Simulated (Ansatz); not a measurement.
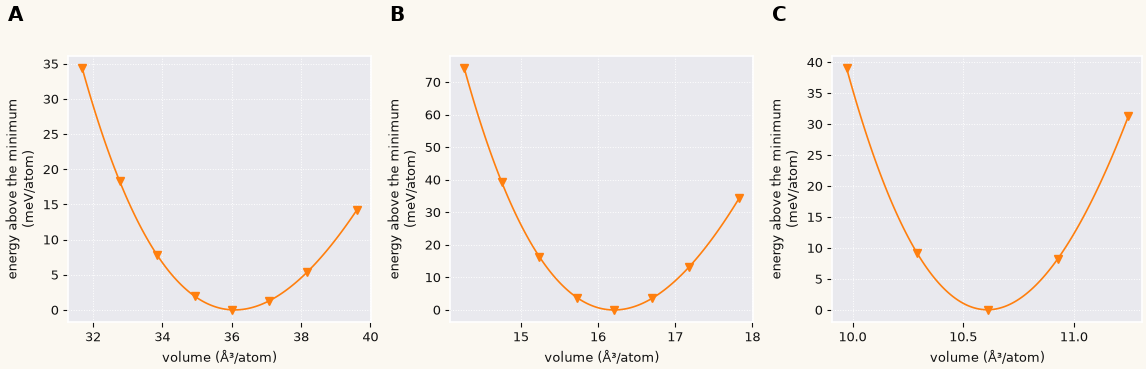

Each panel shows the energy above the minimum against volume for one of these solids: Al, Im-3m (No. 229); IrO₂, P4_2/mnm (No. 136); KBr, Fm-3m (No. 225).

Method: third-order Birch-Murnaghan fit to density functional energies at scaled volumes of the given relaxed cell, shape and atoms relaxed at each volume; energies count from the fitted minimum; plane waves with PAW datasets, Γ-centred k mesh (Ansatz 0.2.0). Level: r2SCAN, no spin polarisation.

> Match the panels to the solids.

A is KBr (energy above the minimum from 0.0 meV/atom to 34.4 meV/atom, V0 36.09 Å³/atom, B0 15.9 GPa); B is Al (energy above the minimum from 0.0 meV/atom to 74.3 meV/atom, V0 16.21 Å³/atom, B0 80.9 GPa); C is IrO₂ (energy above the minimum from 0.0 meV/atom to 39.0 meV/atom, V0 10.61 Å³/atom, B0 292 GPa).

For IrO₂, limits of the calculation: no spin polarisation, a magnetic state may lie lower.
